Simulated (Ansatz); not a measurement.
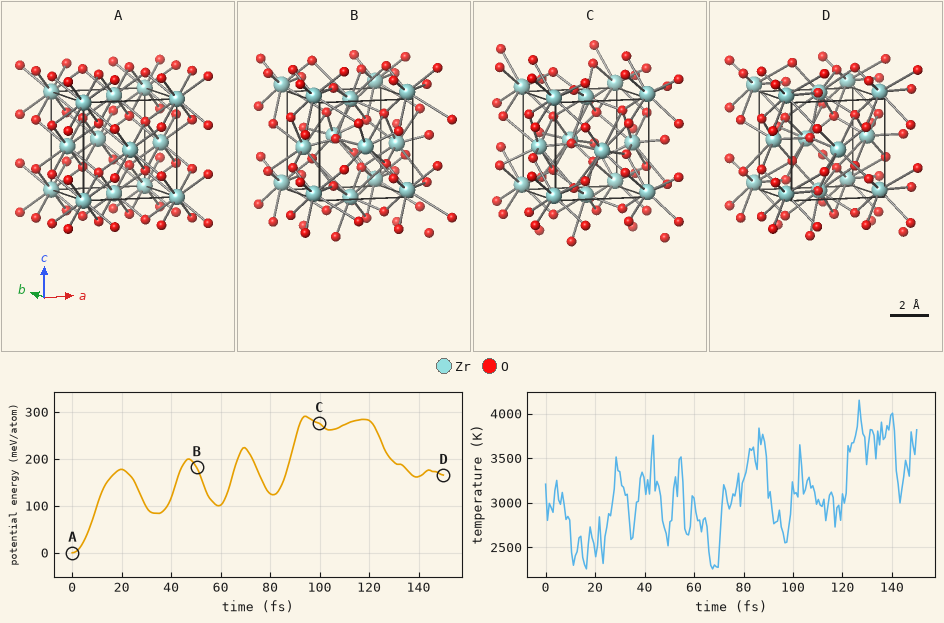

A Born-Oppenheimer molecular dynamics run of a 12-atom cell of ZrO$_{2}$ (set up in Fm-3m), 150 fs long. The cell was cut from the crystal with space group Fm-3m. Frames (A at 0 fs, B at 50 fs, C at 100 fs, D at 150 fs) and the history of the run. Style: ball-and-stick. Shown: the simulation cell, slightly off an axis. Bonds to atoms that aren't drawn are left out.

Computed with DFT PBEsol, scalar-relativistic, plane waves, PAW (Ansatz). Settings: plane-wave cutoff 420 eV; k-point mesh 2 × 2 × 2; Fermi-Dirac smearing 0.3 eV; volume 1.15 times that of the relaxed crystal; Langevin thermostat (NVT); set temperature 3500 K; time step 0.75 fs; friction 0.02 per fs.

> What happens in this trajectory?

The mean temperature in the second half is 3326 K (standard deviation 379 K). The potential energy in the second half lies on average 219 meV per atom above the first frame. Root-mean-square distances from the starting positions over the second half, with the common drift of all atoms taken out: O 0.65 Å, Zr 0.31 Å. The run lasts only 150 fs, too short to tell vibration from diffusion.

PAW datasets: the set soft_1.
